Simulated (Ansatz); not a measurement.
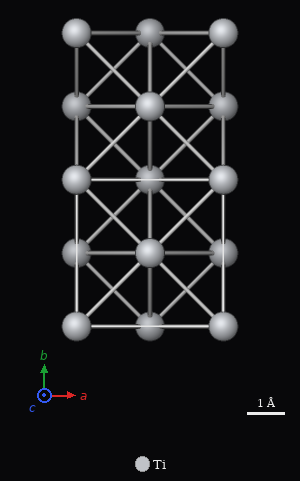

A scan of solid Ti (Fm-3m): the cell is strained along x and oppositely along y, with the atoms kept at their fractional coordinates. x, y and z are the Cartesian axes of the input. The picture shows the reference cell. A ball-and-stick model of the conventional cell (4 times the calculation's cell), repeated 1 × 2 × 1 with one cell outlined, seen along the c axis. Lengths and directions refer to the drawn axes.

All numbers below come from DFT PBEsol, scalar-relativistic, plane waves, PAW (Ansatz 0.2.0). (plane-wave cutoff 420 eV; k-point mesh 20 × 20 × 20; occupations gaussian; smearing width 0.15 eV; no spin polarisation). Energies (free energies at the smearing named) are counted from the cell as listed in its source, which wasn't relaxed.

Input
```yaml
crystal:
  lattice:
    - [0.0, 2.03, 2.03]
    - [2.03, 0.0, 2.03]
    - [2.03, 2.03, 0.0]
  atoms:
    - { symbol: Ti, position: [0.0, 0.0, 0.0] }
basis:
  ecutwfc: 420
kpoints:
  mp_grid: { grid: [20, 20, 20] }
hamiltonian:
  xc: pbesol
scf:
  occupations: { method: gaussian, width: 0.15 }
output:
  forces: true
  stress: true
  eigenvalues: true
```

Give the energy at each point (the strain: −0.0600, −0.0450, −0.0300, −0.0150, 0.0000, 0.0075, 0.0150, 0.0225, 0.0300, 0.0375, 0.0450, 0.0525, 0.0600).

```csv
strain,E − E(ref) (meV/atom)
−0.0600,11.8
−0.0450,6.9
−0.0300,3.2
−0.0150,0.8
0.0000,0.0
0.0075,0.2
0.0150,0.8
0.0225,1.8
0.0300,3.2
0.0375,4.9
0.0450,6.9
0.0525,9.2
0.0600,11.8
```

Points that are alike by symmetry were computed once.

The lowest computed point lies at the strain 0.00 (0.0 meV/atom). The curvature at zero strain, (1/V) d²E/dε², is about 71 GPa; it is C₁₁ + C₂₂ − 2C₁₂ with clamped ions. The distortion takes the space group from Fm-3m to Fmmm. At the strain −0.06 the cell of the drawing goes a 4.060 → 3.816 Å, b 4.060 → 4.304 Å.

As a plot (hollow markers are points alike by symmetry):

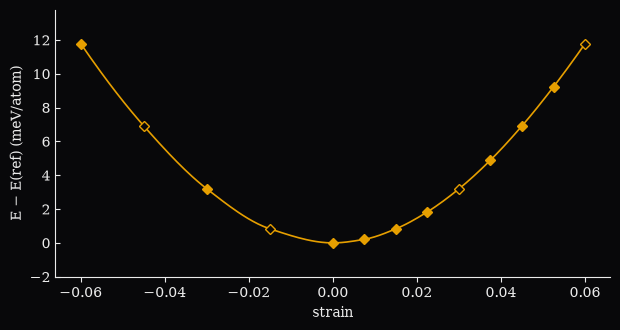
